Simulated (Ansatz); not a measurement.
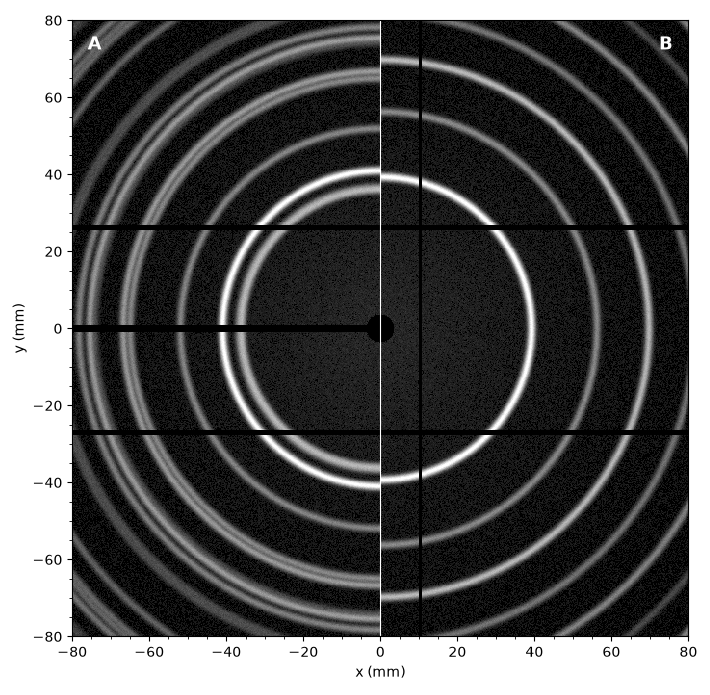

Simulated X-ray powder rings on a flat area detector normal to the beam: λ = 0.4133 Å, sample-to-detector distance 220 mm, axes in mm from the beam centre, beam polarised horizontally, for a fine-grained powder without texture. Kinematic intensities with B = 0.3 Å² for all atoms, without absorption; brightness goes as intensity to the power 0.4, clipped at the top, with counting noise. Reflections closer than the ring width show as one ring. The left and right halves show two different samples, each scaled to its strongest ring.

Structure 1:
```yaml
crystal:
  lattice:
    - [2.88994, 0.00000, 0.00000]
    - [-1.44497, 2.50276, 0.00000]
    - [0.00000, 0.00000, 5.11151]
  atoms:
    - { symbol: Ta, position: [0.33333, 0.66667, 0.75000] }
    - { symbol: Ta, position: [0.66667, 0.33333, 0.25000] }
```

Structure 2:
Space group Im-3m (No. 229). a = 3.310 Å, b = 3.310 Å, c = 3.310 Å, α = 90.00°, β = 90.00°, γ = 90.00°
```csv
atom,site,symmetry,x,y,z
Ta,2a,m-3m,0.0000,0.0000,0.0000
```

Origins: 1, the input geometry of an electronic-structure calculation (not necessarily at equilibrium); the starting structure was generated, so it need not be a known form of this composition; 2, the input geometry of an electronic-structure calculation (not necessarily at equilibrium).

Which structure gives which half?

Answer. Half A is structure 1 (Ta): 002 + 100 at 36.3 mm (d = 2.56 + 2.50 Å), 101 at 41.0 mm (d = 2.25 Å), 102 at 51.9 mm (d = 1.788 Å), 110 at 64.9 mm (d = 1.445 Å).
Half B is structure 2 (Ta): 110 at 39.3 mm (d = 2.34 Å), 200 at 56.3 mm (d = 1.655 Å), 211 at 69.8 mm (d = 1.351 Å).
